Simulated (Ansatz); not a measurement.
**Geometry relaxation, with input and output: MgO**

- system: MgO (2 atoms in the cell)
- method: DFT PBEsol, scalar-relativistic, plane waves, PAW, no spin polarisation (Ansatz 0.2.0)

The structure derives from an entry of the Crystallography Open Database. Figures and captions count atoms from 1; the log counts them from 0 in places.

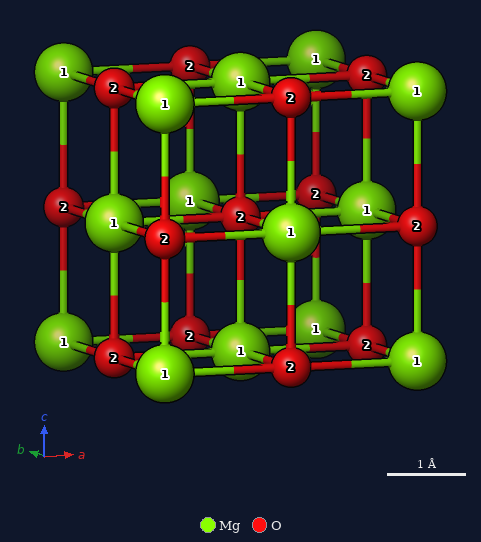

*The starting structure (ball-and-stick view of the cell 4 times as large as that of the calculation, set on its symmetry axes, seen slightly off an axis; atoms are numbered from 1 in the order of the input).*

## Input file
```yaml
crystal:
  lattice:
    - [0.0, 1.7482935923, 1.7482935923]
    - [1.7482935923, 0.0, 1.7482935923]
    - [1.7482935923, 1.7482935923, 0.0]
  atoms:
    - { symbol: Mg, position: [0.0, 0.0, 0.0] }
    - { symbol: O, position: [0.5, 0.5, 0.5] }
basis:
  ecutwfc: 420
kpoints:
  mp_grid: { grid: [12, 12, 12] }
hamiltonian:
  xc: pbesol
scf:
  occupations: { method: fixed }
output:
  forces: true
  stress: true
  eigenvalues: true
  write_density: true
  write_potential: true
  elf: true
  volumetric_format: npy
relax:
  adjacent_minimum: "off"
  f_tol: 0.002
  max_steps: 60
  cell: { stress_tol: 0.14, p_target: 280.0 }
```

Launched with:
```bash
ansatz run input.yaml --threads 1 --pin off --max-ram 2560MiB --backend cpu --events-out ev --progress --plain --runs-dir out
```

## Log
```
Engine: ansatz 0.2.0, aarch64-unknown-linux-gnu
Pseudopotentials: kind: paw
Pseudopotential: Mg, paw, valence charge 10, recommended cutoff 420 eV (normal), Mg.paw.azcp
Pseudopotential: O, paw, valence charge 6, recommended cutoff 420 eV (normal), O.paw.azcp
Functional definition: PBEsol
  exchange = pbesol_x
  correlation = pbesol_c
Crystal: 2 atoms, lattice volume = 10.687 Å³
Basis set: ecut = 420 eV, 181 PW (Γ), exchange–correlation on 36×36×36 points (8 copies of the dense FFT grid, shifted against one another)
Bands: 12, of which v1, the nominal top of the filled ones, is band 8 counted from 1 (7 counted from 0)
Symmetry: 48 space group operations
Space group: Fm-3m (ITA 225), of the structure as read, at distance tolerance 2.2e-5 Å
k-points: 72 of 1728
Non-local potential: Mg, projectors of the file, l = 0: 3, l = 1: 2, l = 2: 1
Non-local potential: O, projectors of the file, l = 0: 2, l = 1: 2, l = 2: 1
PAW form: soft (Blöchl's): semilocal exchange-correlation on the pseudo side does not see the compensation charge
PAW frozen core: Mg, regenerated for the run's functional, and the local potential with it (the file was generated under x = pbe(κ = 0.804, μ = 0.2195149727645171), c = pbe(β = 0.06672455060314922))
PAW frozen core: O, regenerated for the run's functional, and the local potential with it (the file was generated under x = pbe(κ = 0.804, μ = 0.2195149727645171), c = pbe(β = 0.06672455060314922))
PAW one-centre angular grid: Mg, 110 points (default); XC on 64 Gauss nodes
PAW one-centre angular grid: O, 110 points (default); XC on 64 Gauss nodes
Initial density: superposition of atomic densities (neutral atoms: chi_scale 0, normalization atom), corrected by the library's trained network
Initial wavefunctions: pseudopotential atomic-orbital guess
Functional: x = pbesol(κ = 0.804, μ = 0.12345679012345678), c = pbesol(β = 0.046)
SCF iter   1: F=—  HF=-2471.600667 eV  |F-HF|=—  |Δ(HF+E_count)|=         —  Δρ=4.33e-2  dr2=1.39e-1  ethr=1.77e-3  ⟨swp⟩=4.9  Hψ=4533  notcnv=0  defer=137
preconditioner: auto → none  [insulator: Δε(μ)=8.254 eV  Ē_g=39.027 eV  n_scr=0 (ndim 8)  ℏωp=42.5 eV  f_vac=0.000  ε∞_Penn≈2.2]
SCF iter   2: F=—  HF=-2471.550755 eV  |F-HF|=—  |Δ(HF+E_count)|=   4.99e-2  Δρ=1.03e-2  dr2=4.88e-3  ethr=8.68e-4  ⟨swp⟩=2.3  Hψ=1715  notcnv=0  defer=141
SCF iter   3: F=—  HF=-2471.548962 eV  |F-HF|=—  |Δ(HF+E_count)|=   1.79e-3  Δρ=3.03e-3  dr2=4.96e-4  ethr=3.05e-5  ⟨swp⟩=2.1  Hψ=1259  notcnv=0  defer=142
SCF iter   4: F=—  HF=-2471.548825 eV  |F-HF|=—  |Δ(HF+E_count)|=   1.37e-4  Δρ=1.32e-4  dr2=8.35e-7  ethr=3.10e-6  ⟨swp⟩=2.0  Hψ=1586  notcnv=0  defer=142
SCF iter   5: F=—  HF=-2471.548835 eV  |F-HF|=—  |Δ(HF+E_count)|=   9.55e-6  Δρ=2.16e-5  dr2=1.89e-8  ethr=5.22e-9  ⟨swp⟩=2.5  Hψ=1470  notcnv=0
SCF iter   6: F=-2471.548835 eV  HF=-2471.548835 eV  |F-HF|=1.07e-9  |Δ(HF+E_count)|=   3.44e-9  Δρ=3.69e-6  dr2=4.72e-10  ethr=1.18e-10  ⟨swp⟩=6.8  Hψ=5643  notcnv=0
SCF 1 converged in 6 iterations: F = -2471.548835 eV  dr2 = 4.72e-10
  greatest PAW one-centre occupation: 1.003 electrons in one spin orbital (limit 2), on the Mg atom at site 0 (counted from 0), in its partial waves of l = 1
relax step   1: F+E_penalty+E_count = -2471.54883479 eV  Δ(F+E_penalty+E_count) = +0.000e0 eV  max|allowed force component| = 3.195e-29 eV/Å  Δτ_max = 0.0000 Å  P = +278.947 GPa  Ω = 10.687 Å³  (6 SCF iters, dr2 threshold 1.00e-7 eV, accepted)
Crystal: 2 atoms, lattice volume = 10.682 Å³
Initial density: handed on by an earlier stage of this run
Initial wavefunctions: those handed on with the density
iter 1 solved again at ethr=1.60e-8 eV; its pass at ethr=3.10e-3 eV (dr2=2.56e-6 eV) is discarded
SCF iter   1: F=—  HF=-2471.539551 eV  |F-HF|=—  |Δ(HF+E_count)|=         —  Δρ=1.81e-4  dr2=2.43e-6  ethr=1.60e-8  ⟨swp⟩=1.0  Hψ=4591  notcnv=0
preconditioner: auto → none  [insulator: Δε(μ)=8.785 eV  Ē_g=39.014 eV  n_scr=0 (ndim 8)  ℏωp=42.5 eV  f_vac=0.000  ε∞_Penn≈2.2]
SCF iter   2: F=-2471.539558 eV  HF=-2471.539558 eV  |F-HF|=6.43e-8  |Δ(HF+E_count)|=   6.76e-6  Δρ=4.01e-5  dr2=6.20e-8  ethr=1.25e-9  ⟨swp⟩=7.3  Hψ=6286  notcnv=0
SCF 2 converged in 2 iterations: F = -2471.539558 eV  dr2 = 6.20e-8
relax step   2: F+E_penalty+E_count = -2471.53955753 eV  Δ(F+E_penalty+E_count) = +9.277e-3 eV  max|allowed force component| = 1.670e-29 eV/Å  Δτ_max = 0.0000 Å  P = +279.494 GPa  Ω = 10.682 Å³  energy of the carried Pulay correction = +3.985e-5 eV  (2 SCF iters, dr2 threshold 2.00e-7 eV, accepted)
Crystal: 2 atoms, lattice volume = 10.677 Å³
iter 1 solved again at ethr=1.03e-8 eV; its pass at ethr=3.10e-3 eV (dr2=1.65e-6 eV) is discarded
SCF iter   1: F=—  HF=-2471.530956 eV  |F-HF|=—  |Δ(HF+E_count)|=         —  Δρ=1.38e-4  dr2=1.54e-6  ethr=1.03e-8  ⟨swp⟩=1.1  Hψ=4598  notcnv=0
preconditioner: auto → none  [insulator: Δε(μ)=8.783 eV  Ē_g=39.020 eV  n_scr=0 (ndim 8)  ℏωp=42.5 eV  f_vac=0.000  ε∞_Penn≈2.2]
SCF iter   2: F=—  HF=-2471.530963 eV  |F-HF|=—  |Δ(HF+E_count)|=   7.04e-6  Δρ=4.15e-5  dr2=5.42e-8  ethr=1.25e-9  ⟨swp⟩=7.2  Hψ=6202  notcnv=0
SCF iter   3: F=-2471.530963 eV  HF=-2471.530963 eV  |F-HF|=1.36e-9  |Δ(HF+E_count)|=   1.69e-8  Δρ=1.42e-5  dr2=9.83e-9  ethr=3.39e-10  ⟨swp⟩=8.1  Hψ=5187  notcnv=0
SCF 3 converged in 3 iterations: F = -2471.530963 eV  dr2 = 9.83e-9
relax step   3: F+E_penalty+E_count = -2471.53096336 eV  Δ(F+E_penalty+E_count) = +8.594e-3 eV  max|allowed force component| = 2.695e-29 eV/Å  Δτ_max = 0.0000 Å  P = +279.991 GPa  Ω = 10.677 Å³  energy of the carried Pulay correction = +7.671e-5 eV  (3 SCF iters, dr2 threshold 2.00e-7 eV, accepted)
Initial wavefunctions: pseudopotential atomic-orbital guess (no wavefunctions were taken with the density)
iter 1 solved again at ethr=2.53e-8 eV; its pass at ethr=3.10e-3 eV (dr2=4.05e-6 eV) is discarded
SCF iter   1: F=—  HF=-2471.530812 eV  |F-HF|=—  |Δ(HF+E_count)|=         —  Δρ=2.84e-5  dr2=1.84e-8  ethr=2.53e-8  ⟨swp⟩=3.3  Hψ=6887  notcnv=0  defer=140
preconditioner: auto → none  [insulator: Δε(μ)=8.782 eV  Ē_g=39.020 eV  n_scr=0 (ndim 8)  ℏωp=42.5 eV  f_vac=0.000  ε∞_Penn≈2.2]
SCF iter   2: F=—  HF=-2471.530821 eV  |F-HF|=—  |Δ(HF+E_count)|=   8.74e-6  Δρ=1.34e-5  dr2=4.18e-9  ethr=1.15e-10  ⟨swp⟩=2.1  Hψ=1374  notcnv=0  defer=87
SCF iter   3: F=-2471.530821 eV  HF=-2471.530821 eV  |F-HF|=5.41e-11  |Δ(HF+E_count)|=  6.68e-10  Δρ=1.16e-6  dr2=7.35e-11  ethr=1.00e-12  ⟨swp⟩=7.1  Hψ=5493  notcnv=0
SCF 4 converged in 3 iterations: F = -2471.530821 eV  dr2 = 7.35e-11
relax step   4: F+E_penalty+E_count = -2471.53082102 eV  Δ(F+E_penalty+E_count) = +1.423e-4 eV  max|allowed force component| = 2.827e-29 eV/Å  Δτ_max = 0.0000 Å  P = +279.977 GPa  Ω = 10.677 Å³  stress off target by 2.28e-2 GPa  SCF on the basis re-selected at this cell (its energy is not comparable with the rows above)  (3 SCF iters)
```

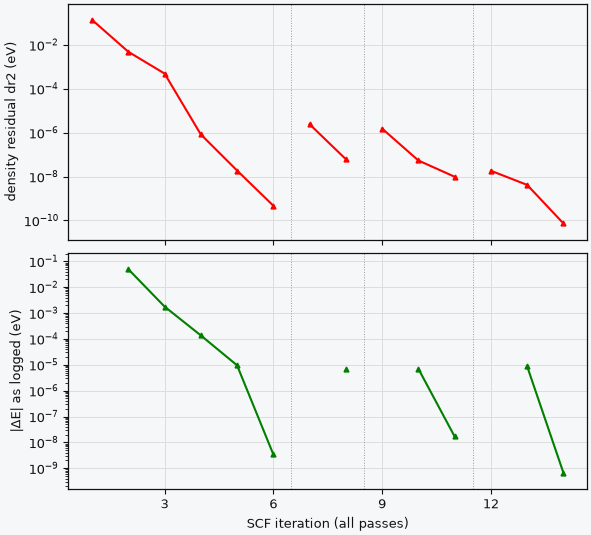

*Convergence of the self-consistent field: density residual dr2 and size of the energy change against the SCF iteration. The dotted lines part the SCF passes of the relaxation: geometry steps, rejected trials and re-solves on a re-selected basis.*

The passes take 6, 2, 3 and 3 iterations.

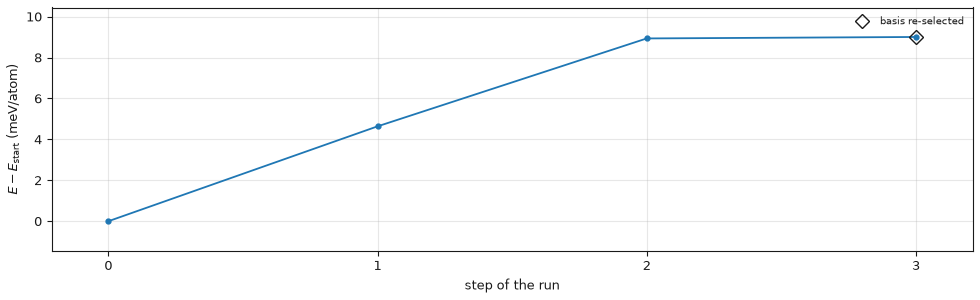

*Progress of the relaxation, step by step (the first geometry is step 0 here and step 1 in the log).*

Over 2 geometry steps the energy rises by 8.9 meV per atom. With the target pressure of 280 GPa, the enthalpy E + pV changes by −0.1 meV per atom. All forces vanish by symmetry, so only the cell relaxes. The pressure goes from 278.95 to 279.98 GPa. The atoms keep their places relative to the cell (all moves are under 0.005 Å). The volume changes by −0.1 %, with a = b = c 3.497 → 3.495 Å (0.0 %). The space group stays Fm-3m (No. 225). A last SCF at the same geometry on a re-selected plane-wave basis shifts the energy by +0.1 meV per atom.

```
basis re-selected at this cell: Δ(F+E_penalty+E_count) = +1.423e-4 eV, ΔP = -0.014 GPa vs the last step (what re-selecting the basis moved, of the pressure what is left beyond the Pulay correction that the steps carried, after the strain that the cell walked since its last selection, with what the two solves' SCF thresholds leave and, on support functions, any second-order correction that the steps lacked; it is no measure of the basis error at this ecutwfc). This SCF's stress stands 2.28e-2 GPa from its target on what of the cell is left free (relax.cell.stress_tol is 1.40e-1 GPa) and its largest allowed force component is 2.83e-29 eV/Å (relax.f_tol is 2.00e-3 eV/Å): within both
SCF converged after 3 iterations
Free energy (F): -2471.530821 eV
Harris-Foulkes:  -2471.530821 eV  (|F-HF|=5.41e-11)
Internal energy: -2471.530821 eV  (E = F + TS)
E sigma→0 (E₀):  -2471.530821 eV
Fermi energy:    17.459190 eV
--- Per-component energies (eV) ---
  E_band       = -145.889052
  E_kinetic    = 278.283207
  E_local      = -1228.218650  (includes V_loc(G=0)·N_el)
  E_nonlocal   = 146.380394
  E_hartree    = 427.176541
  E_xc         = -110.794278
  E_vxc        = -143.084723  (∫ρ·V_xc dr)
  E_paw        = -430.757980  (= ΣΔE_a)
  E_vpaw       = -53.605154  (= ΣTr[D̂ρ^β])
  E_aug_tail   = 0.002637  (compensation charges beyond the density's cutoff)
  E_ewald      = -1553.696841
  E_core_change = 0.094150  (= ΣΔE_core)
  E_smearing   = -0.000000  (= −TS)
  E_closure    = -0.000000  (closes the sum)
  Σ components = -2471.530821   (vs F -2471.530821, Δ=0.00e0)
--- Forces (eV/Å), atoms counted from 1 ---
  atom   1  Mg    -0.00000000     0.00000000    -0.00000000
  atom   2  O      0.00000000    -0.00000000    -0.00000000
  max |Σ_I F_I| component: 5.29e-29 eV/Å
--- Stress (GPa, compression-positive) ---
      279.977160      -0.000000       0.000000
       -0.000000     279.977160       0.000000
        0.000000      -0.000000     279.977160
  P = ⅓ Tr σ = 279.9772 GPa (2799.772 kbar)
--- Band table (eV; the first three rows and the last of 72) ---
  k-point 0: bands = ["-53.4328", "-20.1099", "-20.1099", "-20.1099", "-3.5996", "17.4592", "17.4592", "17.4592", "29.6657", "35.9682", "35.9682", "35.9682"]
  k-point 1: bands = ["-53.4249", "-20.1652", "-20.1131", "-20.1131", "-3.4061", "16.8638", "17.3311", "17.3311", "30.0491", "34.8122", "36.3006", "36.3006"]
  k-point 2: bands = ["-53.4031", "-20.3131", "-20.1217", "-20.1217", "-2.8548", "15.3571", "16.9947", "16.9947", "30.6301", "33.6621", "37.2015", "37.2015"]
  k-point 71: bands = ["-53.2749", "-20.5149", "-20.5149", "-20.3616", "0.4083", "12.3561", "12.3561", "14.2712", "32.7545", "32.7545", "37.7188", "41.9485"]
--- Relaxed structure (3 steps of the walk, 3 accepted, 1 SCFs on fresh bases) ---
  F+E_penalty+E_count = -2471.53082102 eV   max|allowed force component| = 2.827e-29 eV/Å   (the final SCF, on the basis selected at the relaxed cell)
  cell:  # Å, volume = 10.6771 Å³
    - [3.59860649823251e-34, 1.7477323446481736, 1.7477323446481736]
    - [1.7477323446481736, -1.1783047826071047e-34, 1.7477323446481736]
    - [1.7477323446481736, 1.7477323446481736, 7.547519823726592e-34]
  atoms:
    - { symbol: Mg, position: [3.1556409313388887e-36, -2.0798542502006532e-36, -2.079854250201697e-36] }
    - { symbol: O, position: [0.49999999999999994, 0.49999999999999994, 0.49999999999999994] }
```

## Trajectory as extended XYZ (Å, eV, eV/Å), 4 frames, from step=1 to step=4
```
2
Lattice="0.0000 1.7483 1.7483 1.7483 0.0000 1.7483 1.7483 1.7483 0.0000" Properties=species:S:1:pos:R:3:forces:R:3 step=1 energy=-2471.54884 pressure_GPa=278.95
Mg    0.0000    0.0000    0.0000    0.0000   0.0000   0.0000
O     1.7483    1.7483    1.7483    0.0000   0.0000   0.0000
2
Lattice="0.0000 1.7480 1.7480 1.7480 0.0000 1.7480 1.7480 1.7480 0.0000" Properties=species:S:1:pos:R:3:forces:R:3 step=2 energy=-2471.53956 pressure_GPa=279.49
Mg    0.0000    0.0000    0.0000    0.0000   0.0000   0.0000
O     1.7480    1.7480    1.7480    0.0000   0.0000   0.0000
2
Lattice="0.0000 1.7477 1.7477 1.7477 0.0000 1.7477 1.7477 1.7477 0.0000" Properties=species:S:1:pos:R:3:forces:R:3 step=3 energy=-2471.53096 pressure_GPa=279.99
Mg    0.0000    0.0000    0.0000    0.0000   0.0000   0.0000
O     1.7477    1.7477    1.7477    0.0000   0.0000   0.0000
2
Lattice="0.0000 1.7477 1.7477 1.7477 0.0000 1.7477 1.7477 1.7477 0.0000" Properties=species:S:1:pos:R:3:forces:R:3 step=4 energy=-2471.53082 pressure_GPa=279.98
Mg    0.0000    0.0000    0.0000    0.0000   0.0000   0.0000
O     1.7477    1.7477    1.7477    0.0000   0.0000   0.0000
```

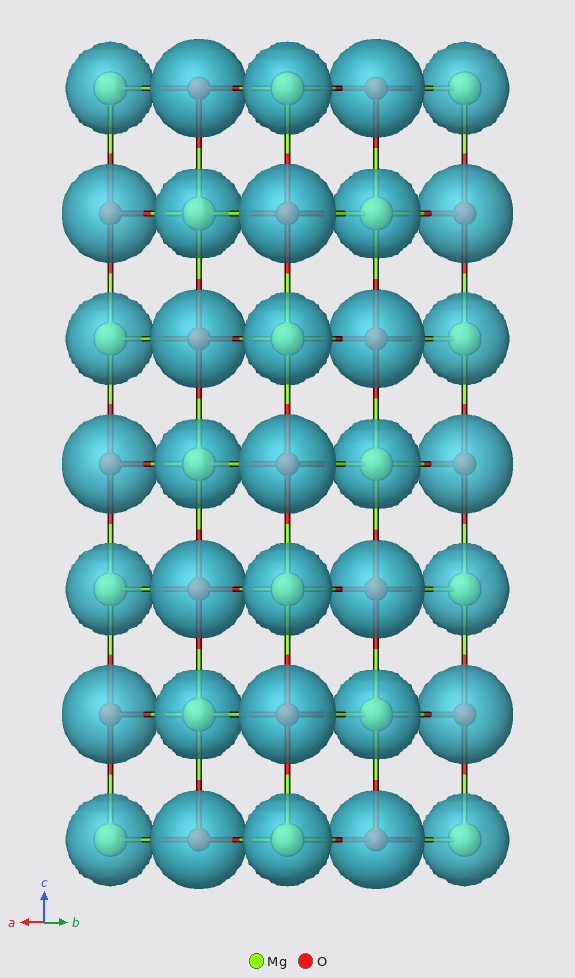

*Isosurface of the valence pseudo-density at 1.5 e/Å³ (cyan), seen along [110]. Sticks mark near contacts. The outline is the cell set on symmetry axes.*

At this value the density breaks into separate islands; it holds about 75 % of the electrons treated as valence (semicore included). It is pinched off along the Mg–O (1.75 Å) contacts. On the grid the lowest density along these lines, outside the cores, is 0.66 e/Å³ (Mg–O, 1.75 Å). Core electrons are frozen (PAW), so the fields are smoothed inside the atomic spheres.

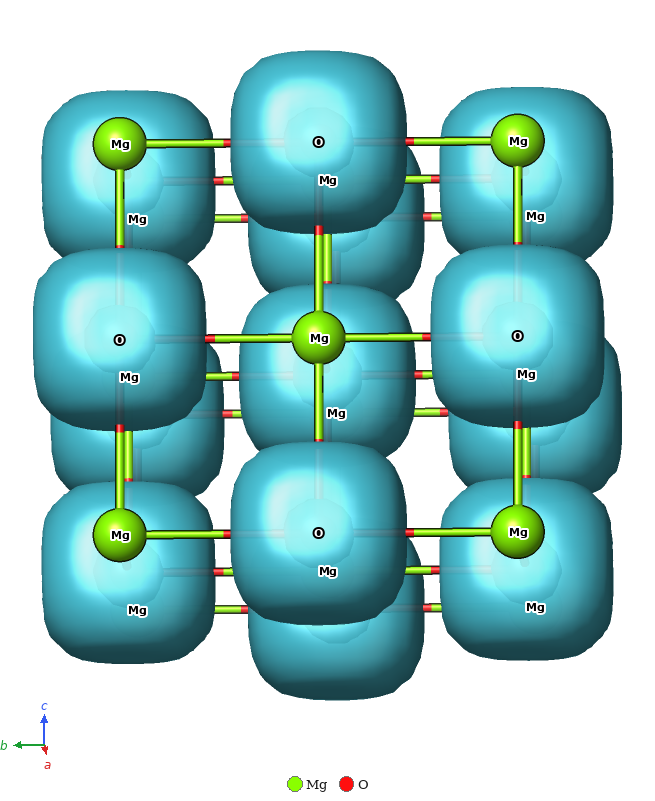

*Isosurface of the ELF at 0.6 (cyan), seen at an oblique angle. Core shells and regions of very low density are left out. Sticks mark near contacts. The outline is the cell set on symmetry axes.*

Values along the shortest contacts: Mg–O (1.75 Å): the ELF is about 0.35 at the midpoint.

## Summary

```tsv
quantity	value
outcome	converged
space group (tolerance 0.01 Å)	Fm-3m (225)
electrons treated	16
free energy	−2471.5308 eV
Fermi energy	17.459 eV
gap on the k-point mesh	8.78 eV
pressure	279.98 GPa
final volume	10.68 Å³
largest force (length of the vector) at the end	under 0.001 eV/Å
final cell	a = 2.472 Å, b = 2.472 Å, c = 2.472 Å, α = 60.00°, β = 60.00°, γ = 60.00°
hardware	1 thread of Arm Neoverse V1, 24 GiB of memory available, shared host
wall time	3.8 s
peak memory	0.26 GiB
```

The cell was relaxed to the target pressure of the input; what is minimised is then the enthalpy E + pV.
